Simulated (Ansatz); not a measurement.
The coordinates of a crystal:

```
Ge
1.0
    -2.79518    0.00000    0.00000
     1.39759   -2.42517    0.00000
     0.00000    0.00000    5.29923
Ge
2
Direct
  0.00000 0.00000 0.00000
  0.99947 0.99895 0.50000
```

Question: What does this file describe?

Answer: The element is germanium. Within 0.01 Å the space group is P6/mmm (No. 191), primitive hexagonal: simple hexagonal. The cell holds two atoms. Ge is coordinated by eight Ge at 2.65 to 2.80 Å. The bonds build a three-dimensional framework.

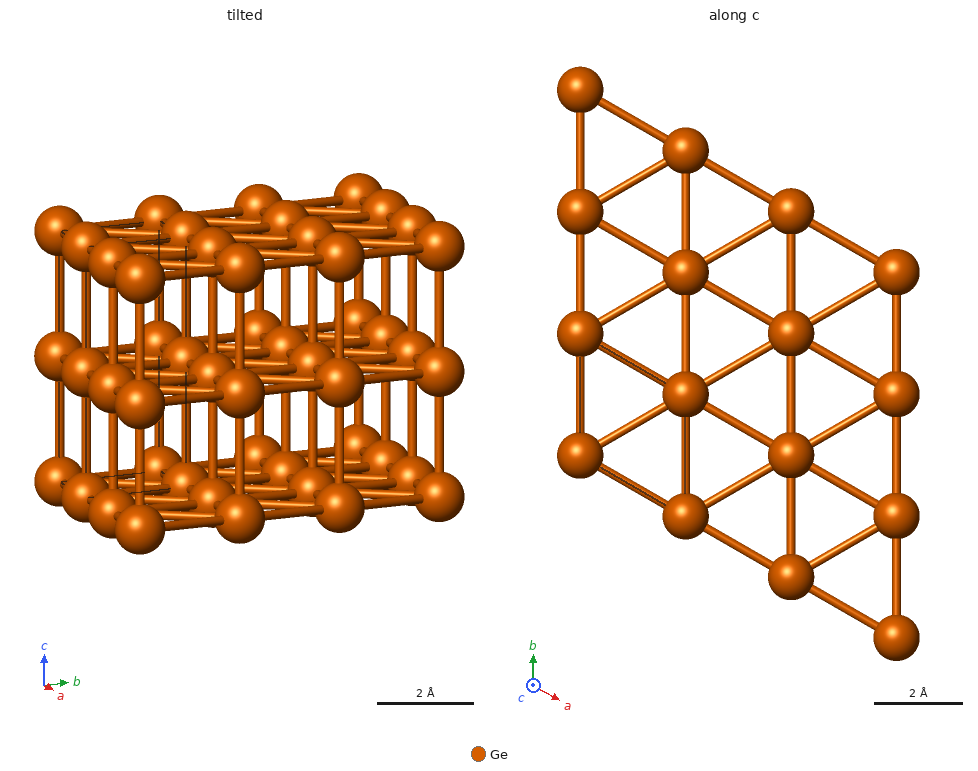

Structure drawing (ball-and-stick), viewed slightly off an axis and along the c axis. A 3×3×1 array of cells is drawn; the unit cell has the solid edges. Colours: germanium orange.

It goes back to a structure listed in the Materials Project. The cell was then strained or its atoms displaced on purpose. Ansatz was used for an electronic-structure calculation on it.
